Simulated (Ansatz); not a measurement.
# Run report: WSi$_{2}$, geometry relaxation (part 2 of 2)

Continued. System: WSi$_{2}$ (I4/mmm, 3 atoms in the cell). Method: DFT LDA, scalar-relativistic, plane waves, PAW, no spin polarisation (Ansatz 0.2.0); cutoff 420 eV, 18×18×18 k-mesh, Gaussian smearing of 0.1 eV. The structure derives from a Materials Project entry.

Geometry of the input (Å; fractional positions):
```
-1.6074  1.6074  3.9010
1.6074  -1.6074  3.9010
1.6074  1.6074  -3.9010
Si 0.3350  0.3350  0.0000
Si 0.6650  0.6650  0.0000
W  0.0000  0.0000  0.0000
```

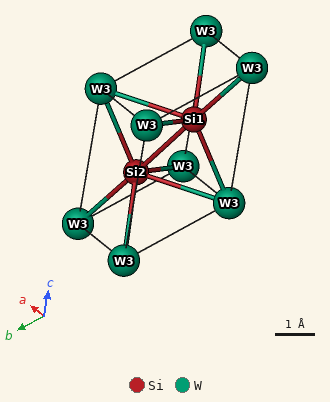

The geometry at step 2 of the log (ball-and-stick view of the reduced cell, seen at an oblique angle; atoms are numbered from 1 in the order of the input).

Output, continued
```
SCF iter   1: F=—  HF=-11348.462898 eV  |F-HF|=—  |Δ(HF+E_count)|=         —  Δρ=7.10e-4  dr2=3.47e-4  ethr=1.26e-6  ⟨swp⟩=2.0  Hψ=44094  notcnv=0
preconditioner: auto → Kerker (q_TF=auto, 2.475 Å⁻¹)  [metal: Δε(μ)=0.084 eV  Ē_g=8.245 eV  σ=0.100 eV  W_gap=0.44  n_scr=10 (ndim 8)  ℏωp=22.1 eV  f_vac=0.000  D(μ)=0.17/eV (n_scr^D=0)]
SCF iter   2: F=—  HF=-11348.462820 eV  |F-HF|=—  |Δ(HF+E_count)|=   7.80e-5  Δρ=3.82e-4  dr2=9.71e-5  ethr=1.26e-6  ⟨swp⟩=1.6  Hψ=8325  notcnv=0
SCF iter   3: F=—  HF=-11348.462784 eV  |F-HF|=—  |Δ(HF+E_count)|=   3.61e-5  Δρ=7.54e-5  dr2=5.21e-6  ethr=4.41e-7  ⟨swp⟩=2.6  Hψ=10310  notcnv=0
SCF iter   4: F=-11348.462782 eV  HF=-11348.462782 eV  |F-HF|=6.06e-8  |Δ(HF+E_count)|=   1.65e-6  Δρ=1.75e-5  dr2=1.08e-7  ethr=1.36e-9  ⟨swp⟩=7.6  Hψ=48727  notcnv=0
SCF 3 converged in 4 iterations: F = -11348.462782 eV  dr2 = 1.08e-7
relax step   3: F+E_penalty+E_count = -11348.46278227 eV  Δ(F+E_penalty+E_count) = -3.178e-3 eV  max|allowed force component| = 1.750e-2 eV/Å  Δτ_max = 0.0010 Å  P = -0.082 GPa  Ω = 39.447 Å³  energy of the carried Pulay correction = +2.800e-4 eV  (4 SCF iters, dr2 threshold 3.00e-7 eV, accepted)
Crystal: 3 atoms, lattice volume = 39.432 Å³
iter 1 solved again at ethr=4.12e-9 eV; its pass at ethr=3.10e-3 eV (dr2=9.06e-7 eV) is discarded
SCF iter   1: F=—  HF=-11348.462805 eV  |F-HF|=—  |Δ(HF+E_count)|=         —  Δρ=4.66e-5  dr2=9.05e-7  ethr=4.12e-9  ⟨swp⟩=2.0  Hψ=43126  notcnv=0
preconditioner: auto → Kerker (q_TF=auto, 2.475 Å⁻¹)  [metal: Δε(μ)=0.084 eV  Ē_g=8.246 eV  σ=0.100 eV  W_gap=0.43  n_scr=10 (ndim 8)  ℏωp=22.1 eV  f_vac=0.000  D(μ)=0.17/eV (n_scr^D=0)]
SCF iter   2: F=—  HF=-11348.462805 eV  |F-HF|=—  |Δ(HF+E_count)|=   2.16e-7  Δρ=2.68e-5  dr2=3.40e-7  ethr=4.11e-9  ⟨swp⟩=1.0  Hψ=7200  notcnv=0
SCF iter   3: F=-11348.462805 eV  HF=-11348.462805 eV  |F-HF|=6.53e-9  |Δ(HF+E_count)|=   1.30e-7  Δρ=3.09e-6  dr2=8.45e-9  ethr=1.39e-10  ⟨swp⟩=6.7  Hψ=44144  notcnv=0
SCF 4 converged in 3 iterations: F = -11348.462805 eV  dr2 = 8.45e-9
relax step   4: F+E_penalty+E_count = -11348.46280509 eV  Δ(F+E_penalty+E_count) = -2.282e-5 eV  max|allowed force component| = 7.517e-3 eV/Å  Δτ_max = 0.0005 Å  P = -0.009 GPa  Ω = 39.432 Å³  energy of the carried Pulay correction = +2.847e-4 eV  (3 SCF iters, dr2 threshold 3.07e-8 eV, accepted)
Crystal: 3 atoms, lattice volume = 39.429 Å³
iter 1 solved again at ethr=3.09e-9 eV; its pass at ethr=3.10e-3 eV (dr2=6.80e-7 eV) is discarded
SCF iter   1: F=—  HF=-11348.462809 eV  |F-HF|=—  |Δ(HF+E_count)|=         —  Δρ=2.94e-5  dr2=7.18e-7  ethr=3.09e-9  ⟨swp⟩=2.1  Hψ=40203  notcnv=0
preconditioner: auto → Kerker (q_TF=auto, 2.475 Å⁻¹)  [metal: Δε(μ)=0.084 eV  Ē_g=8.247 eV  σ=0.100 eV  W_gap=0.43  n_scr=10 (ndim 8)  ℏωp=22.1 eV  f_vac=0.000  D(μ)=0.17/eV (n_scr^D=0)]
SCF iter   2: F=—  HF=-11348.462809 eV  |F-HF|=—  |Δ(HF+E_count)|=   1.43e-7  Δρ=1.70e-5  dr2=2.44e-7  ethr=3.09e-9  ⟨swp⟩=1.0  Hψ=7220  notcnv=0
SCF iter   3: F=—  HF=-11348.462809 eV  |F-HF|=—  |Δ(HF+E_count)|=   8.17e-8  Δρ=2.67e-6  dr2=7.17e-9  ethr=1.11e-9  ⟨swp⟩=2.0  Hψ=9836  notcnv=0
SCF iter   4: F=-11348.462809 eV  HF=-11348.462809 eV  |F-HF|=3.09e-11  |Δ(HF+E_count)|=   2.34e-9  Δρ=7.06e-7  dr2=1.22e-10  ethr=1.61e-11  ⟨swp⟩=7.2  Hψ=36541  notcnv=0
SCF 5 converged in 4 iterations: F = -11348.462809 eV  dr2 = 1.22e-10
relax step   5: F+E_penalty+E_count = -11348.46280888 eV  Δ(F+E_penalty+E_count) = -3.790e-6 eV  max|allowed force component| = 4.616e-4 eV/Å  Δτ_max = 0.0003 Å  P = +0.002 GPa  Ω = 39.429 Å³  energy of the carried Pulay correction = +2.857e-4 eV  (4 SCF iters, dr2 threshold 3.53e-9 eV, accepted)
Initial wavefunctions: pseudopotential atomic-orbital guess (no wavefunctions were taken with the density)
iter 1 solved again at ethr=1.82e-8 eV; its pass at ethr=3.10e-3 eV (dr2=4.01e-6 eV) is discarded
SCF iter   1: F=—  HF=-11348.462548 eV  |F-HF|=—  |Δ(HF+E_count)|=         —  Δρ=2.87e-5  dr2=3.92e-8  ethr=1.82e-8  ⟨swp⟩=3.1  Hψ=62460  notcnv=0
SCF iter   2: F=—  HF=-11348.462548 eV  |F-HF|=—  |Δ(HF+E_count)|=   1.94e-7  Δρ=1.51e-5  dr2=1.03e-8  ethr=1.78e-10  ⟨swp⟩=1.9  Hψ=9628  notcnv=0
SCF iter   3: F=—  HF=-11348.462548 eV  |F-HF|=—  |Δ(HF+E_count)|=   7.53e-9  Δρ=5.94e-7  dr2=5.36e-11  ethr=4.68e-11  ⟨swp⟩=2.0  Hψ=9800  notcnv=0
SCF iter   4: F=-11348.462548 eV  HF=-11348.462548 eV  |F-HF|=1.82e-12  |Δ(HF+E_count)|=  3.64e-12  Δρ=1.07e-7  dr2=2.05e-12  ethr=1.00e-12  ⟨swp⟩=6.4  Hψ=33576  notcnv=0
SCF 6 converged in 4 iterations: F = -11348.462548 eV  dr2 = 2.05e-12
relax step   6: F+E_penalty+E_count = -11348.46254801 eV  Δ(F+E_penalty+E_count) = +2.609e-4 eV  max|allowed force component| = 5.327e-4 eV/Å  Δτ_max = 0.0000 Å  P = -0.007 GPa  Ω = 39.429 Å³  stress off target by 1.05e-2 GPa  SCF on the basis re-selected at this cell (its energy is not comparable with the rows above)  (4 SCF iters)
basis re-selected at this cell: Δ(F+E_penalty+E_count) = +2.609e-4 eV, ΔP = -0.009 GPa vs the last step (what re-selecting the basis moved, of the pressure what is left beyond the Pulay correction that the steps carried, after the strain that the cell walked since its last selection, with what the two solves' SCF thresholds leave and, on support functions, any second-order correction that the steps lacked; it is no measure of the basis error at this ecutwfc). This SCF's stress stands 1.05e-2 GPa from its target on what of the cell is left free (relax.cell.stress_tol is 5.00e-2 GPa) and its largest allowed force component is 5.33e-4 eV/Å (relax.f_tol is 5.00e-3 eV/Å): within both
SCF converged after 4 iterations
Free energy (F): -11348.462548 eV
Harris-Foulkes:  -11348.462548 eV  (|F-HF|=1.82e-12)
Internal energy: -11348.461682 eV  (E = F + TS)
E sigma→0 (E₀):  -11348.462115 eV
Entropy (-TS):   -0.000866 eV (-0.289 meV/atom)
Fermi energy:    16.944103 eV
--- Per-component energies (eV) ---
  E_band       = -76.171735
  E_kinetic    = 544.872249
  E_local      = -939.717780  (includes V_loc(G=0)·N_el)
  E_nonlocal   = 59.045990
  E_hartree    = 368.757762
  E_xc         = -380.638125
  E_vxc        = -341.019277  (∫ρ·V_xc dr)
  E_paw        = -9282.470961  (= ΣΔE_a)
  E_vpaw       = -136.868371  (= ΣTr[D̂ρ^β])
  E_aug_tail   = -0.000068  (compensation charges beyond the density's cutoff)
  E_ewald      = -1718.762562
  E_core_change = 0.451814  (= ΣΔE_core)
  E_smearing   = -0.000866  (= −TS)
  E_closure    = 0.000000  (closes the sum)
  Σ components = -11348.462548   (vs F -11348.462548, Δ=0.00e0)
--- Forces (eV/Å), atoms counted from 1 ---
  atom   1  Si    -0.00000000     0.00000000    -0.00053273
  atom   2  Si    -0.00000000     0.00000000     0.00053273
  atom   3  W      0.00000000     0.00000000     0.00000000
  max |Σ_I F_I| component: 6.94e-17 eV/Å
--- Stress (GPa, compression-positive) ---
       -0.005420       0.000000      -0.000000
        0.000000      -0.005420       0.000000
        0.000000      -0.000000      -0.010548
  P = ⅓ Tr σ = -0.0071 GPa (-0.071 kbar)
--- Band table (eV; the first three rows and the last of 480) ---
  k-point 0: bands = ["-56.7687", "-21.0831", "-21.0406", "-21.0406", "2.7254", "9.9643", "13.2491", "13.4775", "14.0506", "14.0506", "17.5677", "19.8417", "19.8866", "20.1293", "20.1293"]
  k-point 1: bands = ["-56.7682", "-21.0817", "-21.0478", "-21.0469", "2.8283", "10.0588", "12.8520", "13.5050", "13.7832", "14.4694", "17.0460", "19.6783", "20.2048", "20.2063", "20.2296"]
  k-point 2: bands = ["-56.7667", "-21.0777", "-21.0683", "-21.0650", "3.1319", "10.3269", "12.3004", "13.1463", "13.5908", "15.0183", "15.9158", "19.4512", "20.4035", "20.4454", "20.8572"]
  k-point 479: bands = ["-56.7685", "-21.1028", "-21.0420", "-21.0420", "5.0567", "5.8061", "12.9558", "14.2995", "16.1538", "16.1538", "16.4135", "16.4135", "17.7514", "21.5160", "21.9882"]
--- Relaxed structure (5 steps of the walk, 5 accepted, 1 SCFs on fresh bases) ---
  F+E_penalty+E_count = -11348.46254801 eV   max|allowed force component| = 5.327e-4 eV/Å   (the final SCF, on the basis selected at the relaxed cell)
  cell:  # Å, volume = 39.4290 Å³
    - [-1.5927161699148633, 1.5927161699148633, 3.8857829554265924]
    - [1.5927161699148633, -1.5927161699148633, 3.8857829554265924]
    - [1.5927161699148633, 1.5927161699148633, -3.8857829554265924]
  atoms:
    - { symbol: Si, position: [0.3346982953019861, 0.3346982953019861, 5.766293137763788e-34] }
    - { symbol: Si, position: [0.6653017046980138, 0.6653017046980138, 8.129024121124893e-34] }
    - { symbol: W, position: [9.264233966120104e-21, 9.26423396611896e-21, -1.5582704699333527e-33] }
```

Trajectory as extended XYZ (Å, eV, eV/Å), 6 frames, from step=1 to step=6
```
3
Lattice="-1.6074 1.6074 3.9010 1.6074 -1.6074 3.9010 1.6074 1.6074 -3.9010" Properties=species:S:1:pos:R:3:forces:R:3 step=1 energy=-11348.44781 pressure_GPa=-4.98
Si    0.0000    0.0000    2.6136    0.0000   0.0000   0.0085
Si    0.0000    0.0000    5.1885    0.0000   0.0000  -0.0085
W     0.0000    0.0000    0.0000    0.0000   0.0000   0.0000
3
Lattice="-1.5852 1.5852 3.8878 1.5852 -1.5852 3.8878 1.5852 1.5852 -3.8878" Properties=species:S:1:pos:R:3:forces:R:3 step=2 energy=-11348.45960 pressure_GPa=2.15
Si    0.0000    0.0000    2.6043    0.0000   0.0000  -0.0607
Si    0.0000    0.0000    5.1713    0.0000   0.0000   0.0607
W     0.0000    0.0000    0.0000    0.0000   0.0000   0.0000
3
Lattice="-1.5931 1.5931 3.8858 1.5931 -1.5931 3.8858 1.5931 1.5931 -3.8858" Properties=species:S:1:pos:R:3:forces:R:3 step=3 energy=-11348.46278 pressure_GPa=-0.08
Si    0.0000    0.0000    2.6020    0.0000   0.0000  -0.0175
Si    0.0000    0.0000    5.1696    0.0000   0.0000   0.0175
W     0.0000    0.0000    0.0000    0.0000   0.0000   0.0000
3
Lattice="-1.5928 1.5928 3.8859 1.5928 -1.5928 3.8859 1.5928 1.5928 -3.8859" Properties=species:S:1:pos:R:3:forces:R:3 step=4 energy=-11348.46280 pressure_GPa=-0.01
Si    0.0000    0.0000    2.6015    0.0000   0.0000  -0.0075
Si    0.0000    0.0000    5.1702    0.0000   0.0000   0.0075
W     0.0000    0.0000    0.0000    0.0000   0.0000   0.0000
3
Lattice="-1.5927 1.5927 3.8858 1.5927 -1.5927 3.8858 1.5927 1.5927 -3.8858" Properties=species:S:1:pos:R:3:forces:R:3 step=5 energy=-11348.46281 pressure_GPa=0.00
Si    0.0000    0.0000    2.6011    0.0000   0.0000  -0.0005
Si    0.0000    0.0000    5.1704    0.0000   0.0000   0.0005
W     0.0000    0.0000    0.0000    0.0000   0.0000   0.0000
3
Lattice="-1.5927 1.5927 3.8858 1.5927 -1.5927 3.8858 1.5927 1.5927 -3.8858" Properties=species:S:1:pos:R:3:forces:R:3 step=6 energy=-11348.46255 pressure_GPa=-0.01
Si    0.0000    0.0000    2.6011    0.0000   0.0000  -0.0005
Si    0.0000    0.0000    5.1704    0.0000   0.0000   0.0005
W     0.0000    0.0000    0.0000    0.0000   0.0000   0.0000
```

Summary

| quantity | value |
| --- | --- |
| outcome | converged |
| space group (tolerance 0.01 Å) | I4/mmm (139) |
| electrons treated | 22 |
| free energy | −11348.4625 eV |
| Fermi energy | 16.944 eV |
| gap on the k-point mesh | none (metallic) |
| pressure | −0.01 GPa |
| final volume | 39.43 Å³ |
| largest force (length of the vector) at the end | 0.001 eV/Å |
| final cell | a = 4.491 Å, b = 4.491 Å, c = 4.491 Å, α = 138.46°, β = 138.46°, γ = 60.20° |
| hardware | 8 threads of Intel Xeon (Granite Rapids), 32 GiB of memory available, shared host |
| wall time | 10 s (CPU time 69 s) |
| peak memory | 0.68 GiB |

Spin–orbit coupling is left out, which matters for W.
